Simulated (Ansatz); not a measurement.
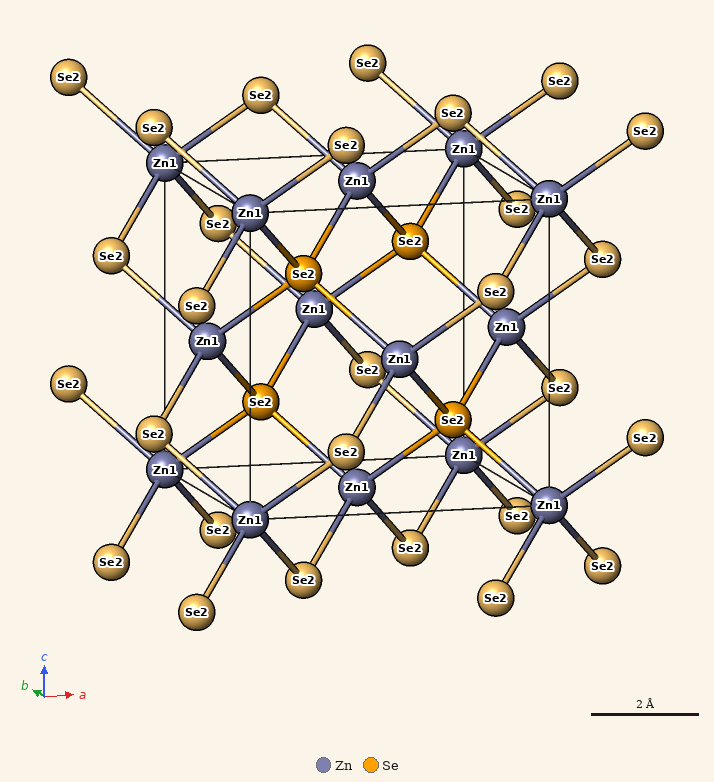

Fig. 1: The structure as given in the input (ball-and-stick view of the cell 4 times as large as that of the calculation, set on its symmetry axes, seen slightly off an axis; neighbours outside the cell are drawn fainter; atoms are numbered from 1 in the order of the input). An atom can appear more than once, as a periodic image. Near neighbours in the periodic cell (some may lie outside the picture): Zn has 4 Se at 2.53 Å; Se has 4 Zn at 2.53 Å.

Single-point calculation, with input and output: ZnSe

System: ZnSe (2 atoms in the cell).
Method: DFT LDA, scalar-relativistic, plane waves, PAW, no spin polarisation (Ansatz 0.2.0).

Figures and captions count atoms from 1; the log counts them from 0 in places.

### Log
```
Engine: ansatz 0.2.0, x86_64-unknown-linux-gnu
Pseudopotentials: kind: paw
Pseudopotential: Zn, paw, valence charge 12, recommended cutoff 420 eV (normal), Zn.paw.azcp
Pseudopotential: Se, paw, valence charge 16, recommended cutoff 420 eV (normal), Se.paw.azcp
Functional definition: SPW92
  exchange = slater_x
  correlation = pw_c
Crystal: 2 atoms, lattice volume = 49.842 Å³
Basis set: ecut = 420 eV, 941 PW (Γ)
Bands: 18, of which v1, the nominal top of the filled ones, is band 14 counted from 1 (13 counted from 0)
Symmetry: 24 space group operations
Space group: F-43m (ITA 216), of the structure as read, at distance tolerance 3.7e-5 Å
k-points: 16 of 216 (time reversal used)
Non-local potential: Zn, projectors of the file, l = 0: 2, l = 1: 2, l = 2: 3, l = 3: 1
Non-local potential: Se, projectors of the file, l = 0: 2, l = 1: 2, l = 2: 3, l = 3: 1
PAW form: soft (Blöchl's): semilocal exchange-correlation on the pseudo side does not see the compensation charge
PAW frozen core: Zn, regenerated for the run's functional, and the local potential with it (the file was generated under x = pbe(κ = 0.804, μ = 0.2195149727645171), c = pbe(β = 0.06672455060314922))
PAW frozen core: Se, regenerated for the run's functional, and the local potential with it (the file was generated under x = pbe(κ = 0.804, μ = 0.2195149727645171), c = pbe(β = 0.06672455060314922))
PAW one-centre angular grid: Zn, 590 points (default); XC on 64 Gauss nodes
PAW one-centre angular grid: Se, 590 points (default); XC on 64 Gauss nodes
Initial density: superposition of atomic densities (neutral atoms: chi_scale 0, normalization atom), corrected by the library's trained network
Initial wavefunctions: pseudopotential atomic-orbital guess
Functional: x = slater, c = lda
SCF iter   1: F=—  HF=-8630.669489 eV  |F-HF|=—  |Δ(HF+E_count)|=         —  Δρ=5.15e-3  dr2=9.06e-3  ethr=1.77e-3  ⟨swp⟩=5.8  Hψ=1435  notcnv=0
preconditioner: auto → none  [insulator: Δε(μ)=0.638 eV  Ē_g=11.416 eV  σ=0.050 eV  W_gap=1.00  n_scr=14 (ndim 8)  ℏωp=22.3 eV  f_vac=0.143  D(μ)=0.00/eV (n_scr^D=0)  ε∞_Penn≈4.8]
SCF iter   2: F=—  HF=-8630.666786 eV  |F-HF|=—  |Δ(HF+E_count)|=   2.70e-3  Δρ=2.04e-3  dr2=9.51e-4  ethr=3.24e-5  ⟨swp⟩=2.1  Hψ=621  notcnv=0
SCF iter   3: F=—  HF=-8630.666656 eV  |F-HF|=—  |Δ(HF+E_count)|=   1.30e-4  Δρ=1.11e-3  dr2=2.65e-4  ethr=3.40e-6  ⟨swp⟩=2.0  Hψ=370  notcnv=0
SCF iter   4: F=—  HF=-8630.666641 eV  |F-HF|=—  |Δ(HF+E_count)|=   1.52e-5  Δρ=3.84e-4  dr2=6.73e-5  ethr=9.47e-7  ⟨swp⟩=2.0  Hψ=415  notcnv=0
SCF iter   5: F=—  HF=-8630.666606 eV  |F-HF|=—  |Δ(HF+E_count)|=   3.53e-5  Δρ=2.64e-5  dr2=5.12e-7  ethr=2.40e-7  ⟨swp⟩=2.0  Hψ=416  notcnv=0
SCF iter   6: F=-8630.666606 eV  HF=-8630.666606 eV  |F-HF|=7.07e-9  |Δ(HF+E_count)|=   1.30e-7  Δρ=6.70e-6  dr2=1.05e-8  ethr=3.57e-10  ⟨swp⟩=5.1  Hψ=1304  notcnv=0
SCF 1 converged in 6 iterations: F = -8630.666606 eV  dr2 = 1.05e-8
  greatest PAW one-centre occupation: 1.000 electrons in one spin orbital (limit 2), on the Se atom at site 1 (counted from 0), in its partial waves of l = 2
SCF converged after 6 iterations
Free energy (F): -8630.666606 eV
Harris-Foulkes:  -8630.666606 eV  (|F-HF|=7.07e-9)
Internal energy: -8630.666606 eV  (E = F + TS)
E sigma→0 (E₀):  -8630.666606 eV
Fermi energy:    5.620503 eV
--- Per-component energies (eV) ---
  E_band       = -420.693582
  E_kinetic    = 248.764471
  E_local      = -4538.749075  (includes V_loc(G=0)·N_el)
  E_nonlocal   = 28.581301
  E_hartree    = 2088.882352
  E_xc         = -237.555174
  E_vxc        = -150.068427  (∫ρ·V_xc dr)
  E_paw        = -3584.586073  (= ΣΔE_a)
  E_vpaw       = -186.985588  (= ΣTr[D̂ρ^β])
  E_aug_tail   = -0.000977  (compensation charges beyond the density's cutoff)
  E_ewald      = -2639.777935
  E_core_change = 3.774504  (= ΣΔE_core)
  E_smearing   = -0.000000  (= −TS)
  E_closure    = -0.000000  (closes the sum)
  Σ components = -8630.666606   (vs F -8630.666606, Δ=0.00e0)
--- Forces (eV/Å), atoms counted from 1 ---
  atom   1  Zn     0.00000000     0.00000000     0.00000000
  atom   2  Se    -0.00000000     0.00000000     0.00000000
  max |Σ_I F_I| component: 1.43e-16 eV/Å
--- Stress (GPa, compression-positive) ---
       -7.432073      -0.000000      -0.000000
       -0.000000      -7.432073       0.000000
       -0.000000       0.000000      -7.432073
  P = ⅓ Tr σ = -7.4321 GPa (-74.321 kbar)
--- Band table (eV; the first three rows and the last of 16) ---
  k-point 0: bands = ["-41.6093", "-41.6093", "-41.6093", "-41.6062", "-41.6062", "-7.5058", "-1.0993", "-1.0993", "-1.0993", "-0.8150", "-0.8150", "5.2777", "5.2777", "5.2777", "5.9593", "10.9977", "10.9977", "10.9977"]
  k-point 1: bands = ["-41.6093", "-41.6093", "-41.6093", "-41.6062", "-41.6062", "-7.3606", "-1.0784", "-1.0784", "-1.0762", "-0.8162", "-0.8162", "3.3998", "5.0617", "5.0617", "7.3322", "10.9053", "11.3562", "11.3562"]
  k-point 2: bands = ["-41.6093", "-41.6092", "-41.6092", "-41.6061", "-41.6061", "-7.0402", "-1.0431", "-1.0431", "-0.9295", "-0.8099", "-0.8099", "1.4836", "4.6918", "4.6918", "7.5769", "11.6310", "11.6310", "12.2966"]
  k-point 15: bands = ["-41.6093", "-41.6092", "-41.6091", "-41.6062", "-41.6061", "-6.6421", "-1.0012", "-0.9348", "-0.8718", "-0.8023", "-0.6007", "0.9164", "2.9652", "3.0714", "9.6400", "9.7246", "13.0887", "13.5000"]
```

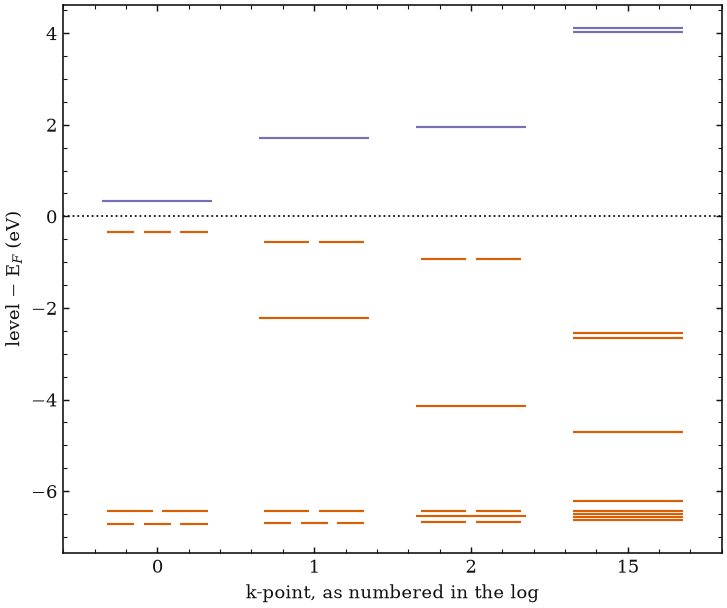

Fig. 2: Kohn–Sham levels near the Fermi level (dotted) at the few k-points that the log prints; levels within 0.02 eV of each other stand side by side. Among these points the highest filled and lowest empty levels are 0.68 eV apart, which is the gap on the mesh.

The run was set up as follows.

### Input
```yaml
crystal:
  lattice:
    - [0.0, 2.9209304819, 2.9209304819]
    - [2.9209304819, 0.0, 2.9209304819]
    - [2.9209304819, 2.9209304819, 0.0]
  atoms:
    - { symbol: Zn, position: [0.0, 0.0, 0.0] }
    - { symbol: Se, position: [0.25, 0.25, 0.25] }
basis:
  ecutwfc: 420
kpoints:
  mp_grid: { grid: [6, 6, 6] }
hamiltonian:
  xc: lda
scf:
  occupations: { method: gaussian, width: 0.05 }
output:
  forces: true
  stress: true
  eigenvalues: true
```

Command:
```bash
ansatz run input.yaml --threads 4 --pin off --max-ram 12288MiB --backend cpu --events-out ev --progress --plain --runs-dir out
```

### Summary

- outcome: converged
- space group (tolerance 0.01 Å): F-43m (216)
- electrons treated: 28
- free energy: −8630.6666 eV
- Fermi energy: 5.621 eV
- gap on the k-point mesh: 0.68 eV
- pressure: −7.43 GPa
- largest force (length of the vector): under 0.001 eV/Å
- hardware: 4 threads of Intel Xeon (Granite Rapids), 192 GiB of memory available, shared host
- peak memory: 0.35 GiB

### Remarks

The cell is under a tension of 7.4 GPa at this level, so it is not at its equilibrium volume.
